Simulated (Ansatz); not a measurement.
# Geometry relaxation of BN (part 2 of 2)

The same run, continued: BN (P6₃/mmc, 4 atoms in the cell); DFT PBE, scalar-relativistic, plane waves, PAW, no spin polarisation (Ansatz 0.2.0); cutoff 420 eV, 12×12×4 k-mesh, Gaussian smearing of 0.02 eV. The structure derives from a Materials Project entry. It belongs to a series of runs on one base structure; here: biaxial strain in the a-b plane, c and atoms relaxed: -2.0 %.

Geometry of the input (Å; fractional positions):
```
2.4619  0.0000  0.0000
-1.2310  2.1321  0.0000
0.0000  0.0000  8.4433
B  0.3333  0.6667  0.2500
B  0.6667  0.3333  0.7500
N  0.3333  0.6667  0.7500
N  0.6667  0.3333  0.2500
```

**The program's output, continued**
```
relax step   7: F+E_penalty+E_count = -1084.75953227 eV  Δ(F+E_penalty+E_count) = -3.146e-4 eV  max|allowed force component| = 5.991e-16 eV/Å  Δτ_max = 0.0000 Å  P = +12.278 GPa  Ω = 44.493 Å³  fix = [a, b, gamma]  reactions: a +18.409, b +18.409 GPa  stress off target by 1.51e-2 GPa on what of the cell is left free  SCF on the basis re-selected at this cell (its energy is not comparable with the rows above)  (5 SCF iters)
basis re-selected at this cell: Δ(F+E_penalty+E_count) = -3.146e-4 eV, ΔP = +0.005 GPa vs the last step (what re-selecting the basis moved, of the pressure what is left beyond the Pulay correction that the steps carried, after the strain that the cell walked since its last selection, with what the two solves' SCF thresholds leave and, on support functions, any second-order correction that the steps lacked; it is no measure of the basis error at this ecutwfc). This SCF's stress stands 1.51e-2 GPa from its target on what of the cell is left free (relax.cell.stress_tol is 1.50e-2 GPa) and its largest allowed force component is 5.99e-16 eV/Å (relax.f_tol is 8.00e-3 eV/Å): not within both, so this SCF does not close the relaxation
Crystal: 4 atoms, lattice volume = 44.564 Å³
iter 1 solved again at ethr=2.53e-7 eV; its pass at ethr=3.10e-3 eV (dr2=4.05e-5 eV) is discarded
SCF iter   1: F=—  HF=-1084.759287 eV  |F-HF|=—  |Δ(HF+E_count)|=         —  Δρ=1.96e-4  dr2=3.07e-5  ethr=2.53e-7  ⟨swp⟩=2.0  Hψ=5016  notcnv=0
preconditioner: auto → none  [insulator: Δε(μ)=4.304 eV  Ē_g=15.728 eV  σ=0.020 eV  W_gap=1.00  n_scr=6 (ndim 8)  ℏωp=22.2 eV  f_vac=0.243  D(μ)=0.00/eV (n_scr^D=0)  ε∞_Penn≈3.0]
SCF iter   2: F=—  HF=-1084.759294 eV  |F-HF|=—  |Δ(HF+E_count)|=   6.71e-6  Δρ=1.05e-4  dr2=3.69e-6  ethr=1.92e-7  ⟨swp⟩=2.0  Hψ=1125  notcnv=0
SCF iter   3: F=—  HF=-1084.759294 eV  |F-HF|=—  |Δ(HF+E_count)|=   1.38e-8  Δρ=3.29e-5  dr2=5.07e-7  ethr=2.30e-8  ⟨swp⟩=2.3  Hψ=1115  notcnv=0
SCF iter   4: F=—  HF=-1084.759293 eV  |F-HF|=—  |Δ(HF+E_count)|=   6.06e-7  Δρ=9.34e-6  dr2=1.73e-8  ethr=3.17e-9  ⟨swp⟩=2.9  Hψ=1164  notcnv=0
SCF iter   5: F=-1084.759293 eV  HF=-1084.759293 eV  |F-HF|=3.59e-11  |Δ(HF+E_count)|=   1.68e-8  Δρ=6.72e-7  dr2=9.43e-11  ethr=3.54e-12  ⟨swp⟩=3.2  Hψ=2956  notcnv=0
SCF 8 converged in 5 iterations: F = -1084.759293 eV  dr2 = 9.43e-11
relax step   8: F+E_penalty+E_count = -1084.75929336 eV  Δ(F+E_penalty+E_count) = +2.389e-4 eV  max|allowed force component| = 5.313e-16 eV/Å  Δτ_max = 0.0000 Å  P = +12.255 GPa  Ω = 44.564 Å³  energy of the carried Pulay correction = -2.428e-4 eV  fix = [a, b, gamma]  reactions: a +18.381, b +18.381 GPa  (5 SCF iters, dr2 threshold 5.66e-10 eV, accepted)
iter 1 solved again at ethr=1.06e-8 eV; its pass at ethr=3.10e-3 eV (dr2=1.69e-6 eV) is discarded
SCF iter   1: F=—  HF=-1084.759581 eV  |F-HF|=—  |Δ(HF+E_count)|=         —  Δρ=1.38e-5  dr2=1.19e-8  ethr=1.06e-8  ⟨swp⟩=3.6  Hψ=6580  notcnv=0
preconditioner: auto → none  [insulator: Δε(μ)=4.310 eV  Ē_g=15.732 eV  σ=0.020 eV  W_gap=1.00  n_scr=6 (ndim 8)  ℏωp=22.2 eV  f_vac=0.243  D(μ)=0.00/eV (n_scr^D=0)  ε∞_Penn≈3.0]
SCF iter   2: F=—  HF=-1084.759597 eV  |F-HF|=—  |Δ(HF+E_count)|=   1.59e-5  Δρ=6.57e-6  dr2=2.84e-9  ethr=7.42e-11  ⟨swp⟩=3.0  Hψ=1335  notcnv=0
SCF iter   3: F=—  HF=-1084.759597 eV  |F-HF|=—  |Δ(HF+E_count)|=   1.39e-8  Δρ=2.57e-6  dr2=4.61e-10  ethr=1.77e-11  ⟨swp⟩=2.6  Hψ=1102  notcnv=0
SCF iter   4: F=—  HF=-1084.759597 eV  |F-HF|=—  |Δ(HF+E_count)|=   2.31e-9  Δρ=2.31e-7  dr2=5.53e-12  ethr=2.88e-12  ⟨swp⟩=2.0  Hψ=1140  notcnv=0
SCF iter   5: F=-1084.759597 eV  HF=-1084.759597 eV  |F-HF|=4.55e-12  |Δ(HF+E_count)|=  2.91e-11  Δρ=6.36e-8  dr2=5.73e-13  ethr=1.00e-12  ⟨swp⟩=5.1  Hψ=2606  notcnv=0
SCF 9 converged in 5 iterations: F = -1084.759597 eV  dr2 = 5.73e-13
relax step   9: F+E_penalty+E_count = -1084.75959694 eV  Δ(F+E_penalty+E_count) = -3.036e-4 eV  max|allowed force component| = 8.465e-16 eV/Å  Δτ_max = 0.0000 Å  P = +12.257 GPa  Ω = 44.564 Å³  fix = [a, b, gamma]  reactions: a +18.380, b +18.380 GPa  stress off target by 1.18e-2 GPa on what of the cell is left free  SCF on the basis re-selected at this cell (its energy is not comparable with the rows above)  (5 SCF iters)
```

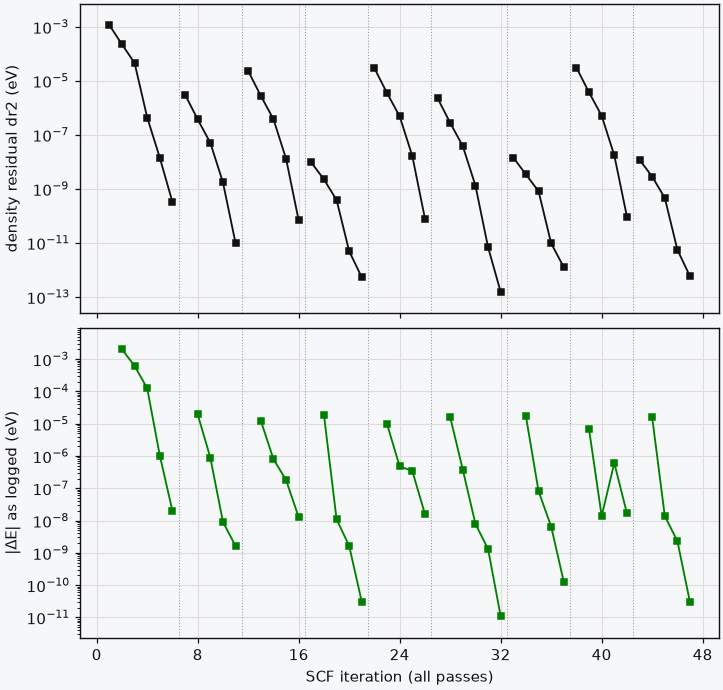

*Convergence of the self-consistent field: density residual dr2 and size of the energy change against the SCF iteration. The dotted lines part the SCF passes of the relaxation: geometry steps, rejected trials and re-solves on a re-selected basis.*

The 9 passes take 5 to 6 iterations each, 47 in all.

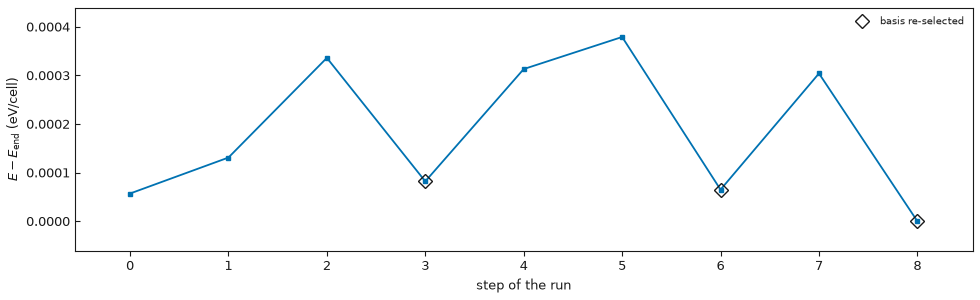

*Progress of the relaxation, step by step (the first geometry is step 0 here and step 1 in the log).*

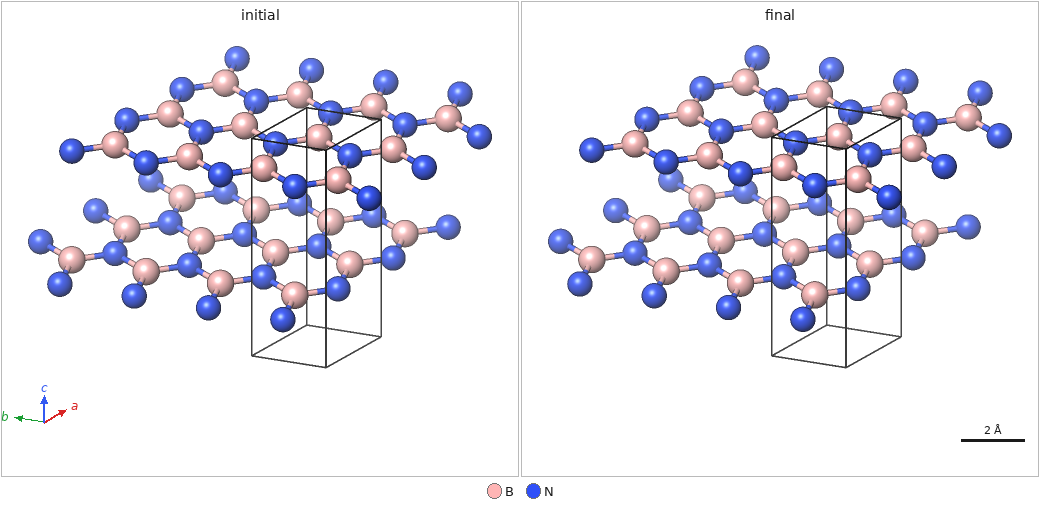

*Before (left) and after (right) the relaxation, at one scale (ball-and-stick view of the cell of the calculation, repeated 3 × 4 × 1, with bonded neighbours outside it, seen at an oblique angle).*

The energy rises by 0.2 meV per cell of the calculation in 5 geometry steps. All forces vanish by symmetry, so only the cell relaxes. Pressure: 12.33 GPa at the start and 12.26 GPa at the end. 2 further SCFs at an unchanged geometry re-selected the plane-wave basis for the new cell. The atoms keep their places relative to the cell (all moves are under 0.005 Å). Cell: a = b stay at 2.462 Å, c 8.443 → 8.490 Å (+0.6 %). Volume +0.6 %. The space group stays P6_3/mmc (No. 194). The energy change given includes the shifts at the re-selections in mid-walk, which come without any move. A last SCF at the same geometry on a re-selected plane-wave basis shifts the energy by −0.3 meV per cell of the calculation. (Atoms are counted from 1 in the order of the input.)

```
basis re-selected at this cell: Δ(F+E_penalty+E_count) = -3.036e-4 eV, ΔP = +0.002 GPa vs the last step (what re-selecting the basis moved, of the pressure what is left beyond the Pulay correction that the steps carried, after the strain that the cell walked since its last selection, with what the two solves' SCF thresholds leave and, on support functions, any second-order correction that the steps lacked; it is no measure of the basis error at this ecutwfc). This SCF's stress stands 1.18e-2 GPa from its target on what of the cell is left free (relax.cell.stress_tol is 1.50e-2 GPa) and its largest allowed force component is 8.47e-16 eV/Å (relax.f_tol is 8.00e-3 eV/Å): within both
SCF converged after 5 iterations
Free energy (F): -1084.759597 eV
Harris-Foulkes:  -1084.759597 eV  (|F-HF|=4.55e-12)
Internal energy: -1084.759597 eV  (E = F + TS)
E sigma→0 (E₀):  -1084.759597 eV
Fermi energy:    4.870444 eV
--- Per-component energies (eV) ---
  E_band       = -72.715165
  E_kinetic    = 371.749440
  E_local      = -1006.262336  (includes V_loc(G=0)·N_el)
  E_nonlocal   = 116.806787
  E_hartree    = 360.775120
  E_xc         = -185.523715
  E_vxc        = -230.188737  (∫ρ·V_xc dr)
  E_paw        = -414.257361  (= ΣΔE_a)
  E_vpaw       = -46.370745  (= ΣTr[D̂ρ^β])
  E_aug_tail   = 0.000196  (compensation charges beyond the density's cutoff)
  E_ewald      = -328.047727
  E_smearing   = -0.000000  (= −TS)
  E_closure    = -0.000000  (closes the sum)
  Σ components = -1084.759597   (vs F -1084.759597, Δ=0.00e0)
--- Forces (eV/Å), atoms counted from 1 ---
  atom   1  B     -0.00000000     0.00000000     0.00000000
  atom   2  B      0.00000000    -0.00000000    -0.00000000
  atom   3  N     -0.00000000     0.00000000     0.00000000
  atom   4  N      0.00000000    -0.00000000    -0.00000000
  max |Σ_I F_I| component: 2.24e-16 eV/Å
--- Stress (GPa, compression-positive) ---
       18.379922       0.000000      -0.000000
        0.000000      18.379922       0.000000
       -0.000000       0.000000       0.011780
  P = ⅓ Tr σ = 12.2572 GPa (122.572 kbar)
--- Band table (eV; the first three rows and the last of 57) ---
  k-point 0: bands = ["-15.2721", "-15.2390", "-3.0545", "-2.5347", "1.4385", "1.4385", "1.4399", "1.4399", "7.0252", "10.2711", "12.9380", "14.7612"]
  k-point 1: bands = ["-15.2672", "-15.2439", "-2.9843", "-2.6174", "1.4389", "1.4389", "1.4396", "1.4396", "7.3549", "9.4790", "13.6954", "14.7629"]
  k-point 2: bands = ["-15.2556", "-15.2556", "-2.8071", "-2.8071", "1.4390", "1.4390", "1.4390", "1.4390", "8.2574", "8.2574", "14.7484", "14.7484"]
  k-point 56: bands = ["-11.3938", "-11.3938", "-5.4895", "-5.4895", "-4.5046", "-4.5046", "2.7156", "2.7156", "7.5309", "7.5309", "15.0855", "15.0855"]
--- Relaxed structure (6 steps of the walk, 6 accepted, 3 SCFs on fresh bases) ---
  F+E_penalty+E_count = -1084.75959694 eV   max|allowed force component| = 8.465e-16 eV/Å   (the final SCF, on the basis selected at the relaxed cell)
  cell:  # Å, volume = 44.5641 Å³
    - [2.4619375385164375, 2.886745883356746e-11, -9.999935394008879e-33]
    - [-1.2309687692832187, 2.132100450871331, 1.984982027269816e-32]
    - [-3.429504064434801e-32, 5.88065414314668e-32, 8.489850786437339]
  atoms:
    - { symbol: B, position: [0.33333333333333326, 0.6666666666666666, 0.24999999999999997] }
    - { symbol: B, position: [0.6666666666666665, 0.3333333333333333, 0.7499999999999999] }
    - { symbol: N, position: [0.33333333333333326, 0.6666666666666666, 0.7499999999999999] }
    - { symbol: N, position: [0.6666666666666665, 0.3333333333333333, 0.24999999999999997] }
```

**Trajectory as extended XYZ (Å, eV, eV/Å), 9 frames, from step=1 to step=9**
```
4
Lattice="2.4619 0.0000 0.0000 -1.2310 2.1321 0.0000 0.0000 0.0000 8.4433" Properties=species:S:1:pos:R:3:forces:R:3 step=1 energy=-1084.75954 pressure_GPa=12.33
B     0.0000    1.4214    2.1108    0.0000   0.0000   0.0000
B     1.2310    0.7107    6.3325    0.0000   0.0000   0.0000
N     0.0000    1.4214    6.3325    0.0000   0.0000   0.0000
N     1.2310    0.7107    2.1108    0.0000   0.0000   0.0000
4
Lattice="2.4619 0.0000 0.0000 -1.2310 2.1321 0.0000 0.0000 0.0000 8.4476" Properties=species:S:1:pos:R:3:forces:R:3 step=2 energy=-1084.75947 pressure_GPa=12.32
B     0.0000    1.4214    2.1119    0.0000   0.0000   0.0000
B     1.2310    0.7107    6.3357    0.0000   0.0000   0.0000
N     0.0000    1.4214    6.3357    0.0000   0.0000   0.0000
N     1.2310    0.7107    2.1119    0.0000   0.0000   0.0000
4
Lattice="2.4619 0.0000 0.0000 -1.2310 2.1321 0.0000 0.0000 0.0000 8.4593" Properties=species:S:1:pos:R:3:forces:R:3 step=3 energy=-1084.75926 pressure_GPa=12.29
B     0.0000    1.4214    2.1148    0.0000   0.0000   0.0000
B     1.2310    0.7107    6.3445    0.0000   0.0000   0.0000
N     0.0000    1.4214    6.3445    0.0000   0.0000   0.0000
N     1.2310    0.7107    2.1148    0.0000   0.0000   0.0000
4
Lattice="2.4619 0.0000 0.0000 -1.2310 2.1321 0.0000 0.0000 0.0000 8.4593" Properties=species:S:1:pos:R:3:forces:R:3 step=4 energy=-1084.75951 pressure_GPa=12.30
B     0.0000    1.4214    2.1148    0.0000   0.0000   0.0000
B     1.2310    0.7107    6.3445    0.0000   0.0000   0.0000
N     0.0000    1.4214    6.3445    0.0000   0.0000   0.0000
N     1.2310    0.7107    2.1148    0.0000   0.0000   0.0000
4
Lattice="2.4619 0.0000 0.0000 -1.2310 2.1321 0.0000 0.0000 0.0000 8.4725" Properties=species:S:1:pos:R:3:forces:R:3 step=5 energy=-1084.75928 pressure_GPa=12.28
B     0.0000    1.4214    2.1181    0.0000   0.0000   0.0000
B     1.2310    0.7107    6.3544    0.0000   0.0000   0.0000
N     0.0000    1.4214    6.3544    0.0000   0.0000   0.0000
N     1.2310    0.7107    2.1181    0.0000   0.0000   0.0000
4
Lattice="2.4619 0.0000 0.0000 -1.2310 2.1321 0.0000 0.0000 0.0000 8.4762" Properties=species:S:1:pos:R:3:forces:R:3 step=6 energy=-1084.75922 pressure_GPa=12.27
B     0.0000    1.4214    2.1191    0.0000   0.0000   0.0000
B     1.2310    0.7107    6.3572    0.0000   0.0000   0.0000
N     0.0000    1.4214    6.3572    0.0000   0.0000   0.0000
N     1.2310    0.7107    2.1191    0.0000   0.0000   0.0000
4
Lattice="2.4619 0.0000 0.0000 -1.2310 2.1321 0.0000 0.0000 0.0000 8.4762" Properties=species:S:1:pos:R:3:forces:R:3 step=7 energy=-1084.75953 pressure_GPa=12.28
B     0.0000    1.4214    2.1191    0.0000   0.0000   0.0000
B     1.2310    0.7107    6.3572    0.0000   0.0000   0.0000
N     0.0000    1.4214    6.3572    0.0000   0.0000   0.0000
N     1.2310    0.7107    2.1191    0.0000   0.0000   0.0000
4
Lattice="2.4619 0.0000 0.0000 -1.2310 2.1321 0.0000 0.0000 0.0000 8.4899" Properties=species:S:1:pos:R:3:forces:R:3 step=8 energy=-1084.75929 pressure_GPa=12.25
B     0.0000    1.4214    2.1225    0.0000   0.0000   0.0000
B     1.2310    0.7107    6.3674    0.0000   0.0000   0.0000
N     0.0000    1.4214    6.3674    0.0000   0.0000   0.0000
N     1.2310    0.7107    2.1225    0.0000   0.0000   0.0000
4
Lattice="2.4619 0.0000 0.0000 -1.2310 2.1321 0.0000 0.0000 0.0000 8.4899" Properties=species:S:1:pos:R:3:forces:R:3 step=9 energy=-1084.75960 pressure_GPa=12.26
B     0.0000    1.4214    2.1225    0.0000   0.0000   0.0000
B     1.2310    0.7107    6.3674    0.0000   0.0000   0.0000
N     0.0000    1.4214    6.3674    0.0000   0.0000   0.0000
N     1.2310    0.7107    2.1225    0.0000   0.0000   0.0000
```
